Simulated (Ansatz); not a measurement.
**Single-point calculation, with input and output: Ta15N13 (part 2 of 2)**

Continued. System: Ta15N13 (slab, 28 atoms in the cell). Method: DFT, PBEsol, plane waves, PAW, Ueff = -5 eV on Ta d, no spin polarisation (Ansatz 0.2.0); cutoff 420 eV, 12×4×1 k-mesh, Gaussian smearing of 0.1 eV. The structure derives from an entry of the Crystallography Open Database. Some settings of this run were made unusual or wrong on purpose.

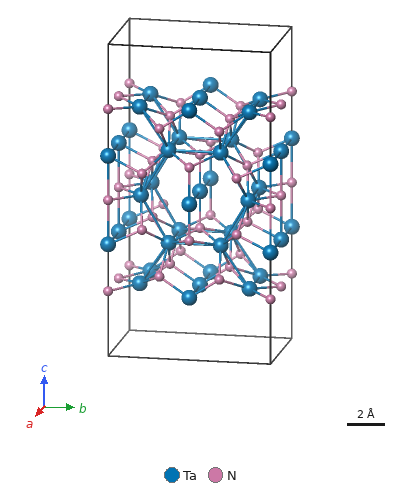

Fig. 1: The structure as given in the input (ball-and-stick view of the 2 × 1 repeat of the cell, with the vacuum cut short, seen slightly off an axis). An atom can appear more than once, as a periodic image.

**Output, continued**
```
--- Forces (eV/Å), atoms counted from 1 ---
  atom   1  Ta    -0.00000000     0.00000000     0.19169983
  atom   2  Ta    -0.00000000    -0.10242262     0.10472638
  atom   3  Ta    -0.00000000     0.10242262     0.10472638
  atom   4  N     -0.00000000     0.00000000     0.01570382
  atom   5  N      0.00000000    -0.04671184     0.00433025
  atom   6  N      0.00000000     0.04671184     0.00433025
  atom   7  Ta    -0.00000000    -0.00000000     0.12405460
  atom   8  Ta     0.00000000    -0.12374353     0.04992264
  atom   9  Ta    -0.00000000     0.12374353     0.04992264
  atom  10  N      0.00000000    -0.00000000    -0.08976633
  atom  11  N     -0.00000000    -0.00132930     0.05416716
  atom  12  N     -0.00000000     0.00132930     0.05416716
  atom  13  Ta     0.00000000    -0.00000000    -0.00014274
  atom  14  Ta     0.00000000    -0.23704993    -0.00010483
  atom  15  Ta    -0.00000000     0.23704993    -0.00010483
  atom  16  N     -0.00000000    -0.00000000     0.00082608
  atom  17  N      0.00000000     0.00147156    -0.05431567
  atom  18  N      0.00000000    -0.00147156    -0.05431567
  atom  19  Ta     0.00000000    -0.00000000    -0.12456674
  atom  20  Ta     0.00000000    -0.12378146    -0.04992524
  atom  21  Ta    -0.00000000     0.12378146    -0.04992524
  atom  22  N     -0.00000000     0.00000000     0.08980812
  atom  23  N      0.00000000     0.04673129    -0.00427099
  atom  24  N      0.00000000    -0.04673129    -0.00427099
  atom  25  Ta     0.00000000    -0.00000000    -0.19168025
  atom  26  Ta     0.00000000    -0.10254779    -0.10473182
  atom  27  Ta     0.00000000     0.10254779    -0.10473182
  atom  28  N      0.00000000    -0.00000000    -0.01558697
  max |Σ_I F_I| component: 5.48e-5 eV/Å
--- Band table (eV; the first three rows and the last of 21) ---
  k-point 0: bands = ["-61.3934", "-61.3812", "-61.0533", "-61.0531", "-61.0309", "-61.0286", "-60.9417", "-60.9403", "-60.8019", "-60.8018", "-60.7810", "-60.7810", "-60.5765", "-60.5624", "-60.5623", "-28.2618", "-28.2274", "-28.2180", "-28.1069", "-28.0766", "-27.9790", "-27.9169", "-27.8826", "-27.8708", "-27.8138", "-27.7427", "-27.7329", "-27.6899", "-27.6839", "-27.6484", "-27.6279", "-27.5889", "-27.5564", "-27.4665", "-27.4545", "-27.3642", "-27.3631", "-27.3617", "-27.3552", "-27.3219", "-27.3078", "-27.3059", "-27.2882", "-27.2875", "-27.2618", "-27.2493", "-27.2363", "-27.2134", "-27.1750", "-27.1526", "-27.1521", "-27.1028", "-27.1028", "-27.0365", "-27.0365", "-26.9738", "-26.9720", "-26.6076", "-26.5642", "-26.5641", "-10.6387", "-10.0483", "-9.7278", "-9.5086", "-9.1651", "-9.0767", "-9.0520", "-8.5327", "-8.0699", "-8.0463", "-8.0210", "-7.8677", "-7.7370", "-1.9897", "-1.2754", "-1.1297", "-1.0954", "-0.8430", "-0.5616", "-0.3969", "0.0063", "0.0141", "0.0929", "0.1313", "0.9682", "0.9885", "1.0645", "1.0900", "1.1081", "1.2117", "1.3589", "1.3629", "1.3763", "1.4858", "1.6462", "1.8662", "1.9988", "2.0457", "2.0472", "2.3404", "2.4128", "2.4651", "2.6803", "2.6850", "2.6955", "2.8720", "3.0294", "3.3325", "3.6023", "3.6033", "3.6286", "3.6790", "3.7500", "3.9264", "3.9787", "4.1039", "4.1828", "4.3308", "4.9369", "5.0159", "5.1293", "5.2730", "5.3521", "5.5367", "5.7074", "5.7962", "6.0242", "6.2017", "6.2534", "6.5679", "6.8050", "7.4739", "7.5547", "7.5736", "7.8909", "7.9170", "8.1129", "8.1540", "8.4626", "8.6452", "8.6955", "8.7025", "8.7294", "8.8096", "8.9518", "8.9697", "9.0945", "9.1440", "9.2565", "9.3978", "9.4566", "9.5318", "9.6663", "9.8198", "9.8233", "9.9170", "9.9306", "9.9967"]
  k-point 1: bands = ["-61.3933", "-61.3814", "-61.0531", "-61.0527", "-61.0312", "-61.0291", "-60.9418", "-60.9404", "-60.8013", "-60.8013", "-60.7817", "-60.7817", "-60.5766", "-60.5624", "-60.5624", "-28.2594", "-28.2312", "-28.2293", "-28.0923", "-28.0717", "-27.9785", "-27.9582", "-27.9498", "-27.8158", "-27.8071", "-27.7378", "-27.6896", "-27.6791", "-27.6779", "-27.6487", "-27.6119", "-27.5778", "-27.5474", "-27.4838", "-27.4782", "-27.3764", "-27.3624", "-27.3611", "-27.3487", "-27.3087", "-27.3068", "-27.2960", "-27.2877", "-27.2846", "-27.2568", "-27.2501", "-27.2425", "-27.2095", "-27.1838", "-27.1739", "-27.1686", "-27.1022", "-27.1022", "-27.0369", "-27.0369", "-26.9737", "-26.9720", "-26.6076", "-26.5641", "-26.5641", "-10.5560", "-9.9615", "-9.9446", "-9.5009", "-9.3671", "-8.9275", "-8.8445", "-8.5929", "-8.1703", "-8.1586", "-7.9360", "-7.8268", "-7.7122", "-1.9014", "-1.4826", "-1.0740", "-0.9924", "-0.8958", "-0.4838", "-0.4549", "0.0265", "0.0306", "0.3023", "0.3339", "0.9040", "0.9390", "0.9753", "0.9944", "1.1146", "1.1156", "1.1678", "1.3248", "1.5127", "1.5356", "1.6446", "1.7455", "1.8415", "1.9789", "2.0568", "2.0641", "2.6296", "2.6522", "2.6797", "2.6973", "2.8710", "3.0732", "3.2180", "3.3129", "3.4119", "3.4794", "3.5745", "3.6255", "3.7604", "3.8823", "4.0265", "4.0658", "4.0663", "4.4893", "4.7773", "4.8751", "5.0010", "5.0291", "5.4491", "5.7033", "5.8142", "5.8199", "6.1626", "6.1720", "6.3005", "6.8192", "6.9854", "7.1492", "7.3167", "7.6075", "7.9541", "7.9868", "8.0546", "8.1313", "8.5907", "8.5943", "8.6254", "8.6459", "8.8464", "8.9015", "8.9113", "9.0983", "9.1327", "9.3546", "9.3920", "9.3926", "9.4242", "9.4751", "9.5672", "9.6735", "9.6882", "9.8876", "9.9613", "10.0207"]
  k-point 2: bands = ["-61.3931", "-61.3817", "-61.0529", "-61.0523", "-61.0316", "-61.0296", "-60.9419", "-60.9405", "-60.8007", "-60.8006", "-60.7824", "-60.7824", "-60.5767", "-60.5625", "-60.5624", "-28.2548", "-28.2416", "-28.2347", "-28.0732", "-28.0635", "-27.9927", "-27.9908", "-27.9778", "-27.8038", "-27.7914", "-27.7362", "-27.6894", "-27.6750", "-27.6490", "-27.5924", "-27.5858", "-27.5741", "-27.5636", "-27.5224", "-27.4946", "-27.3902", "-27.3618", "-27.3604", "-27.3219", "-27.3096", "-27.3077", "-27.2883", "-27.2877", "-27.2653", "-27.2606", "-27.2436", "-27.2325", "-27.2172", "-27.2133", "-27.2025", "-27.1754", "-27.1015", "-27.1015", "-27.0374", "-27.0374", "-26.9737", "-26.9720", "-26.6076", "-26.5641", "-26.5641", "-10.3941", "-10.1989", "-9.7819", "-9.6305", "-9.4685", "-8.7898", "-8.7323", "-8.4793", "-8.4093", "-8.2757", "-7.8383", "-7.7874", "-7.7197", "-1.7879", "-1.5830", "-1.0916", "-1.0050", "-0.9815", "-0.4387", "-0.1916", "-0.0287", "0.0113", "0.3969", "0.4946", "0.9075", "0.9841", "1.0010", "1.0185", "1.0392", "1.1170", "1.1655", "1.1783", "1.2931", "1.4752", "1.6088", "1.6525", "1.6556", "1.6932", "2.0787", "2.2409", "2.7103", "2.7708", "2.9565", "2.9809", "2.9941", "3.0848", "3.1293", "3.2363", "3.3145", "3.5214", "3.5731", "3.5812", "3.6275", "3.6983", "3.9126", "3.9626", "4.2484", "4.5946", "4.6414", "4.8187", "4.8689", "4.8942", "5.5358", "5.7540", "5.8532", "5.8907", "6.1403", "6.2369", "6.3814", "6.9434", "7.0819", "7.1541", "7.3020", "7.5148", "7.8432", "7.8584", "8.1710", "8.2775", "8.3579", "8.4944", "8.5889", "8.6154", "8.9044", "8.9204", "9.0172", "9.0616", "9.1449", "9.3319", "9.4077", "9.4200", "9.6024", "9.6243", "9.7214", "9.8621", "9.9271", "9.9273", "9.9368", "9.9633"]
  k-point 20: bands = ["-61.3470", "-61.3321", "-61.0073", "-61.0055", "-60.9794", "-60.9793", "-60.9015", "-60.9005", "-60.7573", "-60.7573", "-60.7313", "-60.7313", "-60.5373", "-60.5233", "-60.5232", "-28.5903", "-28.5156", "-28.3000", "-28.2718", "-28.1873", "-28.1831", "-28.0655", "-28.0583", "-28.0459", "-27.9741", "-27.9717", "-27.8791", "-27.8637", "-27.8580", "-27.8573", "-27.8427", "-27.7961", "-27.7905", "-27.6885", "-27.6637", "-27.6564", "-27.6457", "-27.5348", "-27.5205", "-27.5180", "-27.5091", "-27.5026", "-27.4688", "-27.4075", "-27.4052", "-27.2922", "-27.2582", "-27.2481", "-27.2447", "-27.2329", "-27.2284", "-27.1979", "-27.1913", "-27.1912", "-27.1840", "-27.1687", "-27.1684", "-27.1372", "-27.1294", "-27.1293", "-9.2121", "-9.1703", "-9.0271", "-9.0057", "-9.0007", "-8.9439", "-8.6749", "-8.6523", "-8.2677", "-8.1597", "-7.9797", "-7.8890", "-7.8585", "-1.4189", "-1.3335", "-1.1141", "-1.0994", "-0.9952", "-0.8619", "-0.7855", "-0.4521", "-0.2648", "-0.2625", "-0.0547", "0.0095", "0.1457", "0.2982", "0.3063", "0.4968", "0.5892", "0.6129", "0.6894", "1.0557", "1.0589", "1.2667", "1.4093", "1.4459", "1.5157", "1.5993", "1.8261", "2.1614", "2.2739", "2.4829", "2.5365", "2.6969", "2.9070", "3.0172", "3.0448", "3.2105", "3.4460", "3.5139", "4.0945", "4.1000", "4.1286", "4.2279", "4.5465", "4.5538", "4.7051", "4.9386", "5.0082", "5.2320", "5.2750", "6.4014", "6.4425", "6.5169", "6.5962", "7.1673", "7.4008", "7.4180", "7.8749", "7.9113", "7.9256", "7.9740", "7.9799", "8.2730", "8.2801", "8.3660", "8.4167", "8.4927", "8.7690", "8.8666", "8.9097", "9.0582", "9.1455", "9.3744", "9.3884", "9.4381", "9.6313", "9.8868", "10.4187", "10.5904", "10.7212", "10.7380", "10.8227", "10.9134", "10.9513", "11.3713", "11.4199"]
Occupation matrices written to [file]
```

**What the run reported**

- outcome: converged
- electrons treated: 260
- free energy: −152126.9093 eV
- Fermi energy: 7.133 eV
- gap on the k-point mesh: none (metallic)
- largest force (length of the vector): 0.237 eV/Å
- wall time: 65 s (CPU time 4.2 min)
- peak memory: 4.1 GiB

**Diagnosis**

A setting was made wrong on purpose: an enormous or negative U (`hamiltonian.hubbard`). Such a U drives the occupations to unphysical values. The program still converged, but the numbers can't be taken as results for the intended system.
